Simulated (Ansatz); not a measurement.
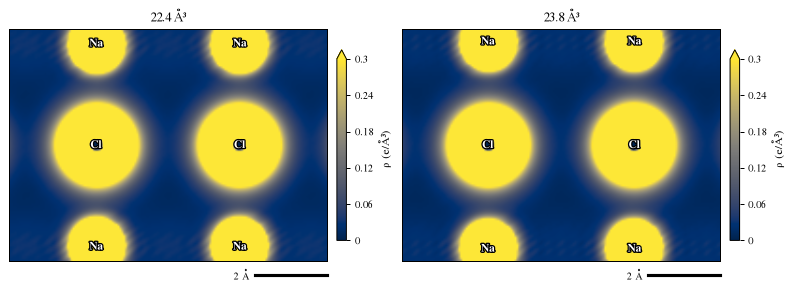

NaCl. The valence pseudo-density of cells scaled evenly to different volumes (given per atom above each panel), on the (011̄) plane of each (indices in the axes of the cell below), at one length scale and on one colour scale.

Computed with DFT PBE, scalar-relativistic, plane waves, PAW in Ansatz 0.2.0.

In a PAW calculation such maps are meaningful between the atoms, not at the nuclei.

The largest cell:

```
Na Cl
1.0
     0.00000    2.87528    2.87528
     2.87528    0.00000    2.87528
     2.87528    2.87528    0.00000
Na Cl
1 1
Direct
  0.00000 0.00000 0.00000
  0.50000 0.50000 0.50000
```

| volume (Å³/atom) | Na–Cl contact in the plane (Å) | ρ at its midpoint (e/Å³) | pressure (GPa) | gap on the mesh (eV) | 
| --- | --- | --- | --- | --- |
| 22.39 | 2.818 | 0.136 | 0.8 | 5.11 | 
| 23.08 | 2.847 | ? | ? | ? | 
| 23.77 | 2.875 | 0.123 | −0.6 | 4.89 | 

What values belong in the row with question marks?

Over the known rows ln ρ falls by 1.76 per Å of Na–Cl distance (the line through the two), which gives 0.129 e/Å³ at 2.847 Å; the calculation gives 0.129 e/Å³. For the pressure, a straight line in volume between the neighbouring rows gives 0.1 GPa; the calculation gives 0.0. For the gap on the mesh, a straight line in volume between the neighbouring rows gives 5.00 eV; the calculation gives 5.00.
